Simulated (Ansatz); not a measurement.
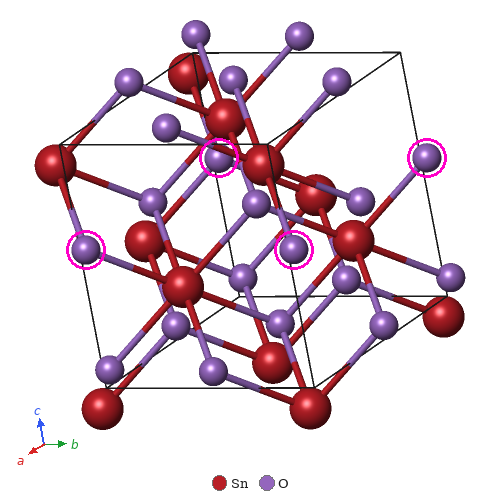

The system is SnO₂ (R-3m phase) with one O vacancy (11 atoms in the cell, cell charge +2); the picture shows the reference structure. 
- An atom moved over a plane that holds its own site and a neighbouring vacancy (x along [1 0 0], y along [1 2 0], z along [0 0 1] of the conventional cell).
- First axis: path of O9 from its site (0) to the vacancy (1), 2.724 Å. Second axis: shift of O9 across the path, along a normal.
- Nothing is relaxed (all other atoms held at the sites of the perfect crystal).
- Grid: 9 × 7 points; 30 points were computed and 29 follow by symmetry. At 4 points there is no value (left out of the scan, as a rule where atoms come close).
- Points are written as (first, second).
- Energies are in eV per cell, from the lowest grid point.
- The band gap closes in part of the range. The cell is charged on a uniform background, without a charge correction.
- Method: Ansatz, DFT PBE+D3(BJ), scalar-relativistic, plane waves, PAW. Settings: cutoff 420 eV, k-mesh 6×6×6, gaussian smearing 0.05 eV, no spin polarisation.

Range: path of O9 from its site (0) to the vacancy (1), 2.724 Å from −0.167 to 1.167; shift of O9 across the path, along a normal from −0.9 to 0.9 Å.

> Predict the map.

The lowest grid point is at (0.000, 0.0 Å) [nearest 3 Sn at 2.12 Å]; the map holds 2 wells of about this depth. The bottom of the well lies between grid points, at about (0.059, 0.0 Å), about 0.098 eV lower on the interpolated surface. No other kind of well shows on this grid. The highest grid point, (−0.167, −0.6 Å) [nearest 1 Sn at 1.44 Å], lies 9.59 eV above the lowest. On the interpolated surface the easiest way out of the lowest well to a well of about the same depth near (1.000, 0.0 Å) [nearest 3 Sn at 2.12 Å] passes a barrier of about 2.8 eV, counted from the interpolated bottom of the well. Round the minimum the valley is somewhat tilted: raising the first coordinate shifts the best value of the second coordinate upwards (coupling k₁₂/√(k₁₁k₂₂) about −0.2).

```csv
"second ↓, first →",−0.167,0.000,0.167,0.333,0.500,0.667,0.833,1.000,1.167
0.9,3.12,2.08,1.38,1.83,2.77,3.75,8.06,–,–
0.6,2.19,1.00,0.65,1.77,2.89,2.48,2.59,5.74,9.59
0.3,1.32,0.24,0.37,2.36,3.89,2.55,0.77,1.00,2.29
0.0,0.96,0.00,0.37,2.74,4.46,2.74,0.37,0.00,0.96
−0.3,2.29,1.00,0.77,2.55,3.89,2.36,0.37,0.24,1.32
−0.6,9.59,5.74,2.59,2.48,2.89,1.77,0.65,1.00,2.19
−0.9,–,–,8.06,3.75,2.77,1.83,1.38,2.08,3.12
```

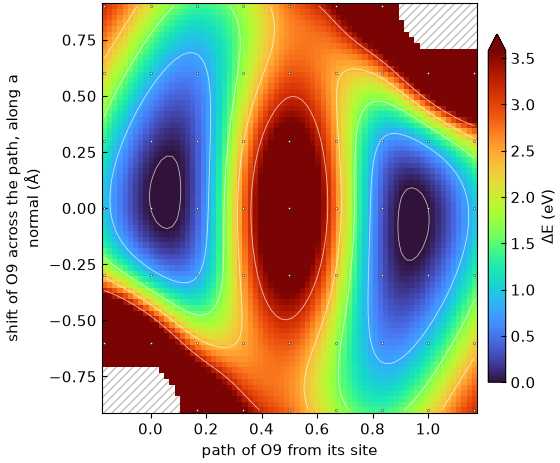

In the figure: a smooth colour map with a few white contour lines, dots at the grid points, one colour for all values above the top of the scale, hatched blanks where no value was computed. Between grid points the surface is interpolated.

Each point was launched as `ansatz run input.yaml --threads 4 --pin off --max-ram 8192MiB --backend cpu --events-out ev --progress --plain --runs-dir out`. The whole map (30 points run) took 16 min on 4 threads of Arm Neoverse V1, with other jobs on the host.
